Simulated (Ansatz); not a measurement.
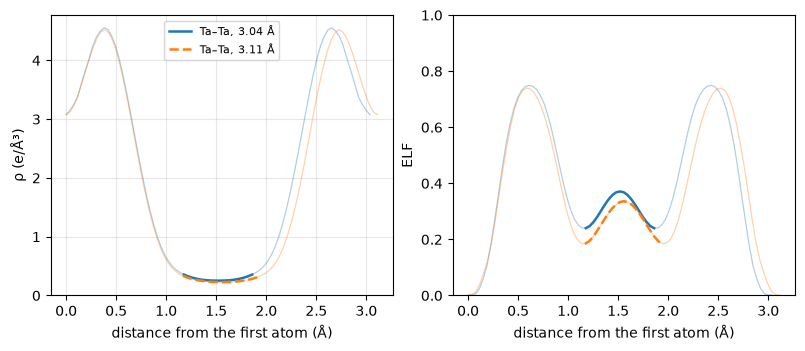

The picture shows: Ta. Valence charge density (pseudo) and ELF along straight lines between neighbouring atoms. Thin, pale parts lie inside the atomic spheres.

Space group Fddd; set up as Ta, beta-Sn type; a generated structure, not necessarily the stable one; changed on purpose from its base cell (volume × 1.12); computed pressure about −16 GPa in this cell.

All numbers below come from Ansatz 0.2.0, DFT, BLYP, plane waves (420 eV) with PAW, scalar-relativistic.

Core electrons are frozen (PAW), and the valence fields are smoothed inside the atomic spheres.

Input file:

```
crystal:
  lattice:
    - [-3.7012273564, 3.701891626, 1.5179057153]
    - [3.701891626, -3.7012273564, 1.5179057153]
    - [1.9209067619, 1.9209067619, -1.5166891043]
  atoms:
    - { symbol: Ta, position: [0.9999515128, 4.84872e-05, 1.0] }
    - { symbol: Ta, position: [0.7500484872, 0.2499515128, 0.5] }
hamiltonian:
  xc: blyp
  pseudopotentials:
    kind: paw
    azcp:
      Ta: "pseudopotentials/Ta.paw.azcp"
basis:
  ecutwfc: 420
  fft_grid_basis: typed
kpoints:
  mp_grid: { grid: [14, 14, 13], shift: [0, 0, 0] }
magnetization:
  spin_polarized: false
scf:
  occupations: { method: fermi_dirac, width: 0.1 }
  lower_state_search: "off"
output:
  stress: true
  write_density: true
  write_potential: true
  elf: true
  volumetric_format: npy
```

Below, planes, directions and counts refer to the conventional cell (a = 3.04 Å, b = 5.43 Å, c = 10.47 Å, α = 90.00°, β = 90.00°, γ = 90.04°).

Question: Compare the contacts.

Answer: Ta–Ta (3.04 Å): ρ at the midpoint is about 0.25 e/Å³; the ELF is about 0.35 at the midpoint.
Ta–Ta (3.11 Å): ρ is about 0.23 e/Å³ halfway; the ELF is about 0.35 at the midpoint.
